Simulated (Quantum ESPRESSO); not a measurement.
## Band-structure run of Cd2S (part 2 of 3)

The same run, continued: Cd2S (P3m1, 3 atoms in the cell); Kohn-Sham DFT of a periodic cell, r2SCAN, SG15 PBE 1.2, no spin polarisation (Quantum ESPRESSO 7.5); cutoff 952.4 eV, 6×6×4 k-mesh, fermi-dirac of 0.05 eV. The structure derives from a Materials Project entry.

Geometry of the input (Å; fractional positions):
```
3.9627  0.0000  0.0000
-1.9813  3.4318  0.0000
0.0000  0.0000  5.8092
Cd 0.3333  0.6667  0.9327
Cd 0.6667  0.3333  0.5787
S  0.3333  0.6667  0.3657
```

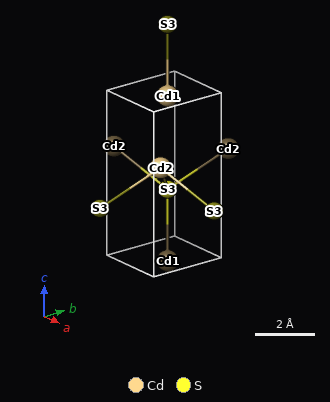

Fig. 1: The structure as given in the input (ball-and-stick view of the cell of the calculation, seen slightly off an axis; neighbours outside the cell are drawn fainter; atoms are numbered from 1 in the order of the input). An atom can appear more than once, as a periodic image.

The program's output, continued
```
     iteration #  9     ecut=    70.00 Ry     beta= 0.50
     Davidson diagonalization with overlap
     ethr =  8.41E-10,  avg # of iterations =  2.1

     total energy              =    -642.23108357 Ry
     estimated scf accuracy    <       0.00000003 Ry

     iteration # 10     ecut=    70.00 Ry     beta= 0.50
     Davidson diagonalization with overlap
     ethr =  7.30E-11,  avg # of iterations =  2.2

     End of self-consistent calculation

          k = 0.0000 0.0000 0.0000 (  5273 PWs)   bands (ev):

   -96.4431 -96.1286 -56.3819 -56.3819 -56.3747 -56.0792 -56.0778 -56.0778
    -4.3584   0.2391   0.2391   0.3440   0.3440   0.4018   0.6283   0.6330
     0.6330   1.0025   1.0025   4.3872   5.1636   8.1598   8.1598  12.4766
    14.3510  16.2716  16.2716  17.7877  17.7877  19.3095  19.9328  20.1694

          k = 0.0000 0.0000 0.1822 (  5231 PWs)   bands (ev):

   -96.4431 -96.1286 -56.3819 -56.3819 -56.3747 -56.0792 -56.0778 -56.0778
    -4.3034   0.1665   0.2334   0.2334   0.3199   0.3199   0.6671   0.6671
     0.7922   0.9973   0.9973   3.3158   6.9336   8.1981   8.1981  11.7340
    14.2792  16.0738  16.0738  17.4950  17.4950  18.9767  19.6272  20.6983

          k = 0.0000 0.0000-0.3644 (  5286 PWs)   bands (ev):

   -96.4431 -96.1286 -56.3819 -56.3819 -56.3747 -56.0793 -56.0778 -56.0778
    -4.2455  -0.0093   0.2308   0.2308   0.2954   0.2954   0.7004   0.7004
     0.8955   0.9903   0.9903   2.8399   8.2372   8.2372   8.7334  10.3605
    14.1653  15.8433  15.8433  17.4093  17.4093  18.1911  19.8800  20.3872

          k = 0.0000 0.2056 0.0000 (  5263 PWs)   bands (ev):

   -96.4431 -96.1286 -56.3821 -56.3819 -56.3747 -56.0792 -56.0780 -56.0779
    -4.2686   0.2281   0.2415   0.3440   0.4000   0.4650   0.6173   0.6462
     0.7111   0.9245   1.0090   4.6293   5.4139   7.2797   7.9246  12.9820
    14.3093  14.7506  16.0263  16.3196  17.8592  18.7664  19.5547  19.7761

          k = 0.0000 0.2056 0.1822 (  5260 PWs)   bands (ev):

   -96.4431 -96.1286 -56.3821 -56.3819 -56.3747 -56.0792 -56.0780 -56.0779
    -4.2156   0.1539   0.2411   0.2852   0.3312   0.3819   0.6651   0.6935
     0.8159   0.9286   1.0050   3.6444   6.7515   7.6380   7.9818  12.3032
    13.8304  15.0395  15.4466  16.1805  18.1071  18.6359  18.9571  20.7945

          k = 0.0000 0.2056-0.3644 (  5246 PWs)   bands (ev):

   -96.4431 -96.1286 -56.3821 -56.3819 -56.3747 -56.0792 -56.0780 -56.0779
    -4.1599   0.0048   0.2534   0.2574   0.3138   0.3479   0.6988   0.7205
     0.8688   0.9568   0.9885   3.2013   7.1435   8.0361   8.8268  11.1547
    13.6283  14.7605  15.1512  16.3718  17.9413  18.0027  19.8930  21.0381

          k = 0.0000 0.2056-0.1822 (  5260 PWs)   bands (ev):

   -96.4431 -96.1286 -56.3821 -56.3819 -56.3747 -56.0792 -56.0780 -56.0779
    -4.2157   0.1480   0.2499   0.2772   0.3521   0.3689   0.6794   0.6869
     0.8182   0.9236   0.9941   3.6455   6.8082   7.5879   7.9771  12.1350
    13.9939  14.9609  15.6338  16.6174  17.7458  18.2794  18.8174  20.8604

          k = 0.0000 0.4112 0.0000 (  5277 PWs)   bands (ev):

   -96.4431 -96.1286 -56.3825 -56.3821 -56.3746 -56.0792 -56.0784 -56.0780
    -4.0860   0.2304   0.2330   0.3402   0.4870   0.5226   0.6599   0.6891
     0.7852   0.9796   1.0186   4.7371   5.8479   6.7345   7.4850  11.3433
    12.9594  14.2866  15.4348  16.8419  17.5600  17.9446  18.8221  20.7872

          k = 0.0000 0.4112 0.1822 (  5265 PWs)   bands (ev):

   -96.4431 -96.1286 -56.3825 -56.3821 -56.3746 -56.0792 -56.0784 -56.0780
    -4.0368   0.1569   0.2489   0.3032   0.4047   0.5174   0.6338   0.6738
     0.8358   1.0096   1.0426   4.3997   5.5825   7.5738   7.9332  11.0155
    13.0697  14.2404  14.6406  16.4462  17.9136  18.4501  18.7228  20.8017

          k = 0.0000 0.4112-0.3644 (  5258 PWs)   bands (ev):

   -96.4431 -96.1286 -56.3825 -56.3820 -56.3746 -56.0792 -56.0784 -56.0780
    -3.9854   0.0214   0.2798   0.2866   0.3869   0.4794   0.6632   0.6931
     0.8614   0.9858   1.0327   4.1351   5.6638   7.6619   8.6852  11.1661
    12.3388  14.1787  14.6562  16.5655  16.9268  18.7314  19.4793  20.4981

          k = 0.0000 0.4112-0.1822 (  5265 PWs)   bands (ev):

   -96.4431 -96.1286 -56.3825 -56.3821 -56.3746 -56.0792 -56.0784 -56.0780
    -4.0370   0.1440   0.2561   0.2968   0.4217   0.4926   0.6980   0.7059
     0.8613   0.9410   0.9944   4.4058   5.6497   7.5691   7.9331  10.5577
    13.5394  14.7233  14.7942  16.0665  17.3840  18.4909  18.5325  21.0439

          k = 0.0000-0.6168 0.0000 (  5300 PWs)   bands (ev):

   -96.4430 -96.1286 -56.3828 -56.3821 -56.3746 -56.0792 -56.0786 -56.0781
    -3.9935   0.2190   0.2609   0.3135   0.4923   0.5861   0.5987   0.7042
     0.8597   1.0251   1.1568   4.3758   5.8613   7.2763   7.7403   9.6275
    12.3920  14.0552  15.1622  16.8384  17.3013  17.9755  19.7669  20.8347

          k = 0.0000-0.6168 0.1822 (  5278 PWs)   bands (ev):

   -96.4430 -96.1286 -56.3828 -56.3821 -56.3746 -56.0792 -56.0786 -56.0781
    -3.9462   0.1674   0.2491   0.3126   0.3823   0.5959   0.6481   0.6804
     0.8646   1.0061   1.1502   4.5611   5.3887   7.3780   8.4165   9.3746
    13.1535  14.2846  14.3362  15.9100  17.6234  18.6339  19.2241  20.7043

          k = 0.0000-0.6168-0.3644 (  5268 PWs)   bands (ev):

   -96.4430 -96.1286 -56.3828 -56.3821 -56.3746 -56.0792 -56.0786 -56.0781
    -3.8968   0.0358   0.2854   0.2895   0.3937   0.5887   0.6449   0.6531
     0.8712   0.9889   1.1451   4.7774   5.1140   7.4851   8.0286  10.6355
    12.6654  13.7977  15.0896  15.6942  16.7460  18.0979  20.1544  21.4355

          k = 0.1781 0.1028 0.0000 (  5263 PWs)   bands (ev):

   -96.4431 -96.1286 -56.3821 -56.3819 -56.3747 -56.0792 -56.0780 -56.0779
    -4.2686   0.2281   0.2415   0.3440   0.4000   0.4650   0.6173   0.6462
     0.7111   0.9245   1.0090   4.6293   5.4139   7.2797   7.9246  12.9820
    14.3093  14.7506  16.0263  16.3196  17.8592  18.7664  19.5547  19.7761

          k = 0.1781 0.1028 0.1822 (  5260 PWs)   bands (ev):

   -96.4431 -96.1286 -56.3821 -56.3819 -56.3747 -56.0792 -56.0780 -56.0779
    -4.2157   0.1480   0.2499   0.2772   0.3521   0.3689   0.6794   0.6869
     0.8182   0.9236   0.9941   3.6455   6.8082   7.5879   7.9771  12.1350
    13.9939  14.9609  15.6338  16.6174  17.7458  18.2794  18.8174  20.8617

          k = 0.1781 0.1028-0.3644 (  5246 PWs)   bands (ev):

   -96.4431 -96.1286 -56.3821 -56.3819 -56.3747 -56.0792 -56.0780 -56.0779
    -4.1599   0.0048   0.2534   0.2574   0.3138   0.3479   0.6988   0.7205
     0.8688   0.9568   0.9885   3.2013   7.1435   8.0361   8.8268  11.1547
    13.6283  14.7605  15.1512  16.3718  17.9413  18.0027  19.8930  21.0381

          k = 0.1781 0.1028-0.1822 (  5260 PWs)   bands (ev):

   -96.4431 -96.1286 -56.3821 -56.3819 -56.3747 -56.0792 -56.0780 -56.0779
    -4.2156   0.1539   0.2411   0.2852   0.3312   0.3819   0.6651   0.6935
     0.8159   0.9286   1.0050   3.6444   6.7515   7.6380   7.9818  12.3032
    13.8304  15.0395  15.4466  16.1805  18.1071  18.6359  18.9571  20.7945

          k = 0.1781 0.3084 0.0000 (  5282 PWs)   bands (ev):

   -96.4431 -96.1286 -56.3824 -56.3821 -56.3746 -56.0792 -56.0783 -56.0780
    -4.1322   0.2107   0.2469   0.3649   0.4621   0.4995   0.6442   0.7264
     0.7679   0.8920   1.0187   4.8229   5.8506   6.6969   7.3438  12.3820
    13.4157  14.1147  15.2341  16.3686  17.0892  18.2552  20.0457  20.4857

          k = 0.1781 0.3084 0.1822 (  5278 PWs)   bands (ev):

   -96.4431 -96.1286 -56.3824 -56.3821 -56.3746 -56.0792 -56.0783 -56.0780
    -4.0822   0.1588   0.2345   0.3363   0.3488   0.4935   0.6481   0.7511
     0.8097   0.9268   1.0120   4.2021   6.0296   7.3972   7.8353  11.7258
    13.2662  13.8684  15.4610  16.2468  17.1272  18.7433  19.7623  19.9990

          k = 0.1781 0.3084-0.3644 (  5260 PWs)   bands (ev):

   -96.4431 -96.1286 -56.3824 -56.3821 -56.3746 -56.0792 -56.0783 -56.0780
    -4.0296   0.0263   0.2645   0.2960   0.3346   0.4654   0.6574   0.7594
     0.8216   0.9544   1.0240   3.8528   6.1338   7.5084   8.8534  11.8365
    12.4970  13.0893  15.2351  16.3268  18.1740  19.0548  19.3865  20.3332

          k = 0.1781 0.3084-0.1822 (  5278 PWs)   bands (ev):

   -96.4431 -96.1286 -56.3824 -56.3821 -56.3746 -56.0792 -56.0783 -56.0780
    -4.0822   0.1588   0.2345   0.3363   0.3488   0.4935   0.6481   0.7511
     0.8097   0.9268   1.0120   4.2021   6.0296   7.3972   7.8353  11.7258
    13.2662  13.8684  15.4610  16.2468  17.1272  18.7433  19.7623  19.9990

          k = 0.1781 0.5140 0.0000 (  5283 PWs)   bands (ev):

   -96.4430 -96.1286 -56.3827 -56.3822 -56.3746 -56.0792 -56.0785 -56.0782
    -3.9947   0.1658   0.2942   0.3743   0.4733   0.5390   0.6481   0.7273
     0.8563   0.9781   1.1367   4.5986   5.9243   6.6495   7.6927  10.3870
    12.5381  13.4804  15.0268  15.9093  17.8252  18.5119  20.2680  21.6772

          k = 0.1781 0.5140 0.1822 (  5283 PWs)   bands (ev):

   -96.4430 -96.1286 -56.3827 -56.3822 -56.3746 -56.0792 -56.0785 -56.0782
    -3.9473   0.1922   0.2123   0.3430   0.3949   0.5516   0.6690   0.6949
     0.8571   0.9581   1.1697   4.6958   5.4749   6.8172   8.4247  10.1548
    12.2248  13.9935  14.7354  16.7660  17.2729  18.3664  19.6183  21.1254

          k = 0.1781 0.5140-0.3644 (  5284 PWs)   bands (ev):

   -96.4430 -96.1286 -56.3827 -56.3822 -56.3746 -56.0792 -56.0785 -56.0782
    -3.8978   0.0588   0.2542   0.3129   0.3960   0.5484   0.6454   0.7009
     0.8613   0.9345   1.1729   4.7524   5.3250   6.9528   8.4577  10.8186
    12.0640  13.3888  15.0881  16.3601  18.2266  18.5716  19.4291  20.1133

          k = 0.1781 0.5140-0.1822 (  5283 PWs)   bands (ev):

   -96.4430 -96.1286 -56.3827 -56.3822 -56.3746 -56.0792 -56.0785 -56.0782
    -3.9474   0.1889   0.2098   0.3401   0.4058   0.5374   0.6838   0.7182
     0.8681   0.9411   1.1430   4.6994   5.5047   6.7994   8.4707   9.9578
    12.3931  13.9235  15.1048  16.3686  17.2477  18.3627  19.6918  21.1103

          k = 0.1781-0.5140 0.0000 (  5283 PWs)   bands (ev):

   -96.4430 -96.1286 -56.3827 -56.3822 -56.3746 -56.0792 -56.0785 -56.0782
    -3.9947   0.1658   0.2942   0.3743   0.4733   0.5390   0.6481   0.7273
     0.8563   0.9781   1.1367   4.5986   5.9243   6.6495   7.6927  10.3870
    12.5381  13.4804  15.0268  15.9093  17.8252  18.5119  20.2680  21.6772

          k = 0.1781-0.5140 0.1822 (  5283 PWs)   bands (ev):

   -96.4430 -96.1286 -56.3827 -56.3822 -56.3746 -56.0792 -56.0785 -56.0782
    -3.9474   0.1889   0.2098   0.3401   0.4058   0.5374   0.6838   0.7182
     0.8681   0.9411   1.1430   4.6994   5.5047   6.7994   8.4707   9.9578
    12.3931  13.9235  15.1048  16.3686  17.2477  18.3627  19.6918  21.1103

          k = 0.1781-0.5140-0.3644 (  5284 PWs)   bands (ev):

   -96.4430 -96.1286 -56.3827 -56.3822 -56.3746 -56.0792 -56.0785 -56.0782
    -3.8978   0.0588   0.2542   0.3129   0.3960   0.5484   0.6454   0.7009
     0.8613   0.9345   1.1729   4.7524   5.3250   6.9528   8.4577  10.8186
    12.0640  13.3888  15.0881  16.3601  18.2266  18.5716  19.4291  20.1134

          k = 0.1781-0.5140-0.1822 (  5283 PWs)   bands (ev):

   -96.4430 -96.1286 -56.3827 -56.3822 -56.3746 -56.0792 -56.0785 -56.0782
    -3.9473   0.1922   0.2123   0.3430   0.3949   0.5516   0.6690   0.6949
     0.8571   0.9581   1.1697   4.6958   5.4749   6.8172   8.4247  10.1548
    12.2248  13.9935  14.7354  16.7660  17.2729  18.3664  19.6183  21.1254

          k = 0.1781-0.3084 0.0000 (  5282 PWs)   bands (ev):

   -96.4431 -96.1286 -56.3824 -56.3821 -56.3746 -56.0792 -56.0783 -56.0780
    -4.1322   0.2107   0.2469   0.3649   0.4621   0.4995   0.6442   0.7264
     0.7679   0.8920   1.0187   4.8229   5.8506   6.6969   7.3438  12.3820
    13.4157  14.1147  15.2341  16.3686  17.0892  18.2552  20.0457  20.4857

          k = 0.1781-0.3084 0.1822 (  5278 PWs)   bands (ev):

   -96.4431 -96.1286 -56.3824 -56.3821 -56.3746 -56.0792 -56.0783 -56.0780
    -4.0822   0.1588   0.2345   0.3363   0.3488   0.4935   0.6481   0.7511
     0.8097   0.9268   1.0120   4.2021   6.0296   7.3972   7.8353  11.7258
    13.2662  13.8684  15.4610  16.2468  17.1272  18.7433  19.7623  19.9990

          k = 0.1781-0.3084-0.3644 (  5260 PWs)   bands (ev):

   -96.4431 -96.1286 -56.3824 -56.3821 -56.3746 -56.0792 -56.0783 -56.0780
    -4.0296   0.0263   0.2645   0.2960   0.3346   0.4654   0.6574   0.7594
     0.8216   0.9544   1.0240   3.8528   6.1338   7.5084   8.8534  11.8365
    12.4970  13.0893  15.2351  16.3268  18.1740  19.0548  19.3865  20.3332

          k = 0.1781-0.3084-0.1822 (  5278 PWs)   bands (ev):

   -96.4431 -96.1286 -56.3824 -56.3821 -56.3746 -56.0792 -56.0783 -56.0780
    -4.0822   0.1588   0.2345   0.3363   0.3488   0.4935   0.6481   0.7511
     0.8097   0.9268   1.0120   4.2021   6.0296   7.3972   7.8353  11.7258
    13.2662  13.8684  15.4610  16.2468  17.1272  18.7433  19.7623  19.9990

          k = 0.1781-0.1028 0.0000 (  5263 PWs)   bands (ev):

   -96.4431 -96.1286 -56.3821 -56.3819 -56.3747 -56.0792 -56.0780 -56.0779
    -4.2686   0.2281   0.2415   0.3440   0.4000   0.4650   0.6173   0.6462
     0.7111   0.9245   1.0090   4.6293   5.4139   7.2797   7.9246  12.9820
    14.3093  14.7506  16.0263  16.3196  17.8592  18.7664  19.5547  19.7761

          k = 0.1781-0.1028 0.1822 (  5260 PWs)   bands (ev):

   -96.4431 -96.1286 -56.3821 -56.3819 -56.3747 -56.0792 -56.0780 -56.0779
    -4.2156   0.1539   0.2411   0.2852   0.3312   0.3819   0.6651   0.6935
     0.8159   0.9286   1.0050   3.6444   6.7515   7.6380   7.9818  12.3032
    13.8304  15.0395  15.4466  16.1805  18.1071  18.6359  18.9571  20.7947

          k = 0.1781-0.1028-0.3644 (  5246 PWs)   bands (ev):

   -96.4431 -96.1286 -56.3821 -56.3819 -56.3747 -56.0792 -56.0780 -56.0779
    -4.1599   0.0048   0.2534   0.2574   0.3138   0.3479   0.6988   0.7205
     0.8688   0.9568   0.9885   3.2013   7.1435   8.0361   8.8268  11.1547
    13.6283  14.7605  15.1512  16.3718  17.9413  18.0027  19.8930  21.0380

          k = 0.1781-0.1028-0.1822 (  5260 PWs)   bands (ev):

   -96.4431 -96.1286 -56.3821 -56.3819 -56.3747 -56.0792 -56.0780 -56.0779
    -4.2157   0.1480   0.2499   0.2772   0.3521   0.3689   0.6794   0.6869
     0.8182   0.9236   0.9941   3.6455   6.8082   7.5879   7.9771  12.1350
    13.9939  14.9609  15.6338  16.6174  17.7458  18.2794  18.8174  20.8604

          k = 0.3561 0.2056 0.0000 (  5277 PWs)   bands (ev):

   -96.4431 -96.1286 -56.3825 -56.3821 -56.3746 -56.0792 -56.0784 -56.0780
    -4.0860   0.2304   0.2330   0.3402   0.4870   0.5226   0.6599   0.6891
     0.7852   0.9796   1.0186   4.7371   5.8479   6.7345   7.4850  11.3433
    12.9594  14.2866  15.4348  16.8419  17.5600  17.9446  18.8221  20.7872

          k = 0.3561 0.2056 0.1822 (  5265 PWs)   bands (ev):

   -96.4431 -96.1286 -56.3825 -56.3821 -56.3746 -56.0792 -56.0784 -56.0780
    -4.0370   0.1440   0.2561   0.2968   0.4217   0.4926   0.6980   0.7059
     0.8613   0.9410   0.9944   4.4058   5.6497   7.5691   7.9331  10.5577
    13.5394  14.7233  14.7942  16.0665  17.3840  18.4909  18.5325  21.0440

          k = 0.3561 0.2056-0.3644 (  5258 PWs)   bands (ev):

   -96.4431 -96.1286 -56.3825 -56.3821 -56.3746 -56.0792 -56.0784 -56.0780
    -3.9854   0.0214   0.2798   0.2866   0.3869   0.4794   0.6632   0.6931
     0.8614   0.9858   1.0327   4.1351   5.6638   7.6619   8.6852  11.1661
    12.3388  14.1787  14.6562  16.5655  16.9268  18.7314  19.4793  20.4981

          k = 0.3561 0.2056-0.1822 (  5265 PWs)   bands (ev):

   -96.4431 -96.1286 -56.3825 -56.3821 -56.3746 -56.0792 -56.0784 -56.0780
    -4.0368   0.1569   0.2489   0.3032   0.4047   0.5174   0.6338   0.6738
     0.8358   1.0096   1.0426   4.3997   5.5825   7.5738   7.9332  11.0155
    13.0697  14.2404  14.6406  16.4462  17.9136  18.4501  18.7228  20.8017

          k = 0.3561 0.4112 0.0000 (  5283 PWs)   bands (ev):

   -96.4430 -96.1286 -56.3827 -56.3822 -56.3746 -56.0792 -56.0785 -56.0782
    -3.9947   0.1658   0.2942   0.3743   0.4733   0.5390   0.6481   0.7273
     0.8563   0.9781   1.1367   4.5986   5.9243   6.6495   7.6927  10.3870
    12.5381  13.4804  15.0268  15.9093  17.8252  18.5119  20.2680  21.6772

          k = 0.3561 0.4112 0.1822 (  5283 PWs)   bands (ev):
```
